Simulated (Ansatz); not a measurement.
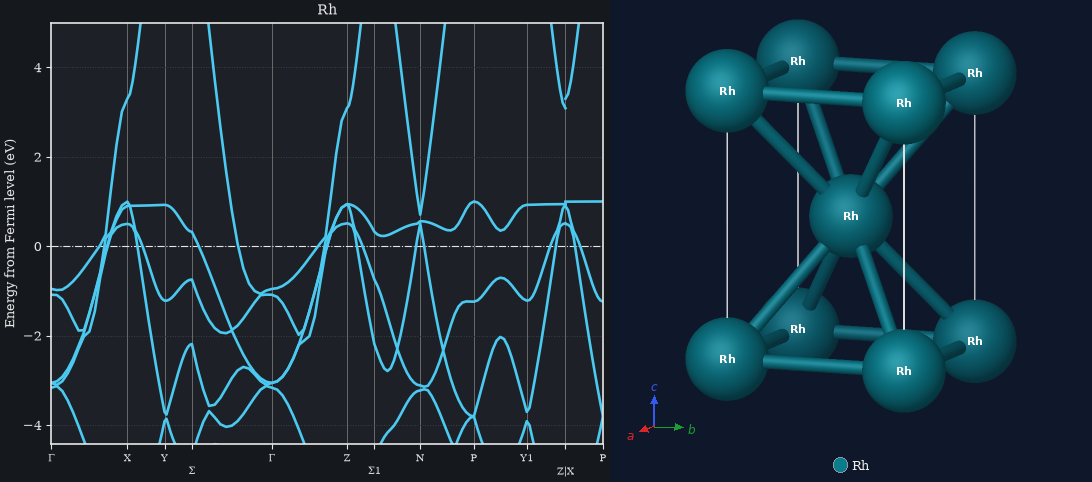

Band structure, beside the structure. Energies are counted from the Fermi level.

Calculation on Rh, space group I4/mmm (No. 139), 1 atom in the primitive cell; a = 2.684 Å, c = 3.834 Å (tetragonal axes).

Computed with Ansatz 0.2.0: PBE, Ansatz PAW, no spin polarisation, no spin-orbit coupling, 10×10×10 k mesh, 420 eV cutoff, Fermi-Dirac smearing of 0.05 eV.

> Is there a gap at the Fermi level?

A metal: 4 bands cross the Fermi level along this path.

> On which lines of the path do bands cross the Fermi level?

Bands cross the Fermi level on Γ–X, X–Y, Σ–Γ, Γ–Z, Z–Σ1, Σ1–N, N–P, Y1–Z and X–P, and not on Y–Σ and P–Y1.

The k mesh is thin for a metal, so its Fermi level is uncertain. The cell is under a strain of +1 % (uniaxial). The cell is at 5 GPa in this functional. In reduced coordinates of the cell that was run, X is (0, 0.5, 0.5), Y is (−0.245, 0.5, 0.255), Σ is (−0.373, 0.373, 0), Z is (0.5, 0.5, 0), Σ1 is (0.373, 0.627, 0), N is (0, 0.5, 0), P is (0.25, 0.75, 0.5) and Y1 is (0.5, 0.755, 0.255).
